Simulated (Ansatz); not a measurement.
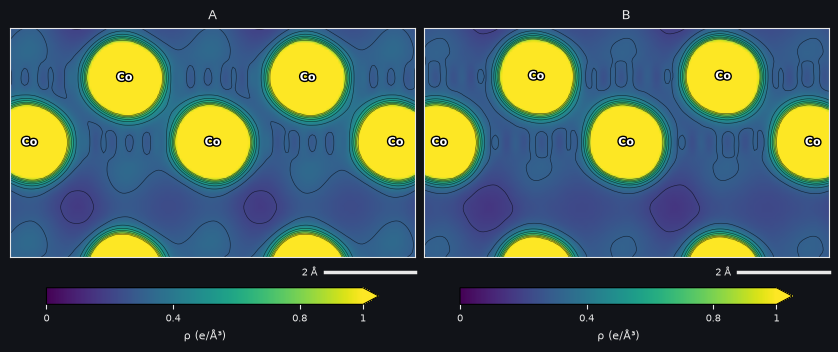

Co. The valence pseudo-density of two cells that differ in size, on the (110) plane of each (indices in the axes of the calculation cell), at one length scale and on one colour scale: B has 11.3 Å³ an atom and A 10.7.

Method: Kohn-Sham DFT of a periodic cell, HSE06, Ansatz PAW in Ansatz 0.2.0.

The larger cell:

```
Co
1.0
     2.52010    0.00000    0.00000
    -1.26005    2.18247    0.00000
     0.00000    0.00000    4.11676
Co
2
Cartesian
  0.0000 1.4550 3.0470
  1.2601 0.7275 1.0698
```

The smaller cell: a = 2.471 Å, b = 2.471 Å, c = 4.036 Å, α = 90.00°, β = 90.00°, γ = 120.00°.

> What changes from the larger cell to the smaller?

From the larger cell to the smaller, Co–Co goes from 2.45 to 2.41 Å, and the density at its midpoint from 0.35 to 0.38 e/Å³; the pressure goes from 10 to 13 GPa; the largest moment (Co) goes from 2.1 to 2.0 μB.
